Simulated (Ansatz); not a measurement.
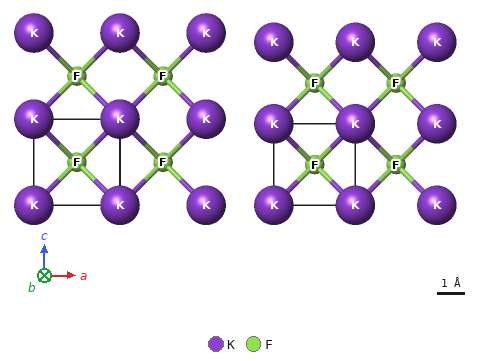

Two geometries of solid KF (built on the CsCl type), drawn at one scale. One is the start of a relaxation, the other its converged end. Style: ball-and-stick. Shown: the cell of the calculation, repeated 2 × 1 × 2 with one cell outlined, along the b axis.

Computed with Ansatz, DFT, LDA, plane waves, PAW. (plane-wave cutoff 420 eV; k-point mesh 8 × 8 × 8; occupations fermi dirac; smearing width 0.02 eV; no spin polarisation; cell and atoms relaxed; force threshold 0.005 eV/Å)

> Which of the two is the end point?

The right one is the relaxed one. No atom moves by more than 0.005 Å relative to the cell. The volume changes by −15.3 %, with a = b = c 3.259 → 3.083 Å (−5.4 %). Near-neighbour distances that change, for instance: K–K 3.259 → 3.083 Å, F–K 2.822 → 2.670 Å. The space group stays Pm-3m (No. 221). Over 4 accepted moves (6 points after the start) the energy falls by 56.0 meV per atom. All forces vanish by symmetry, so only the cell relaxes. The pressure goes from −5.75 to 0.00 GPa. At 2 points the geometry stayed and the basis and grid were re-selected for the new cell (energy shift of 3.5 meV per atom at most each time).
